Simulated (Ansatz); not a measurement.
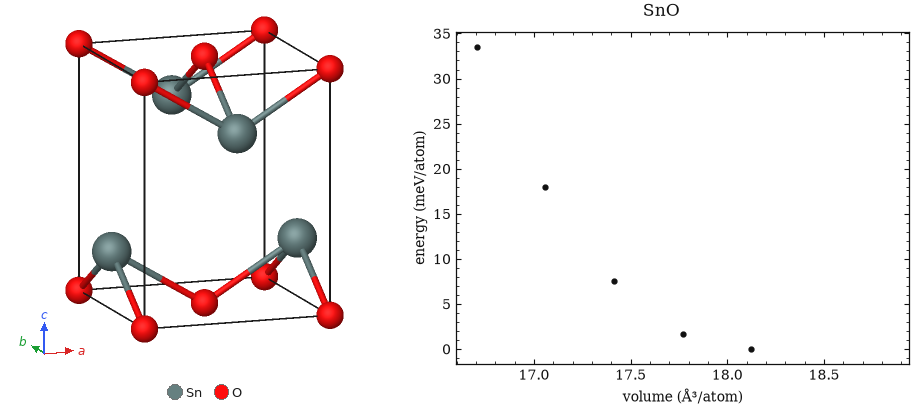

The figure shows the energy against volume for SnO, space group P4/nmm (No. 129). The conventional cell is drawn beside the plot.

Cell as given: a = 3.814 Å, b = 3.814 Å, c = 4.887 Å, α = 90.00°, β = 90.00°, γ = 90.00°; 4 atoms.

How it was computed, with Ansatz 0.2.0: plane-wave DFT, no spin polarisation; energies at scaled volumes of the given cell, shape and fractions fixed, counted from the fit's minimum, third-order Birch-Murnaghan fit. Level: revPBE with D4.

```json
{"setting": "k mesh", "value": "7×7×6"}
{"setting": "occupations", "value": "Fermi–Dirac"}
{"setting": "smearing width", "value": "0.05 eV"}
{"setting": "potentials", "value": "Ansatz PAW"}
{"setting": "wave cutoff", "value": "420 eV"}
{"setting": "density cutoff", "value": "1680 eV"}
```

The points at volume 18.48 Å³/atom and 18.84 Å³/atom are left out of the plot. What values does the calculation give there?

```
volume (Å³/atom)  energy (meV/atom)
           18.48               2.08
           18.84               7.46
```

Note: the functional was run on potentials made for another functional; shape and atomic fractions are frozen while scaling, which makes layered, chain and framework solids too stiff.
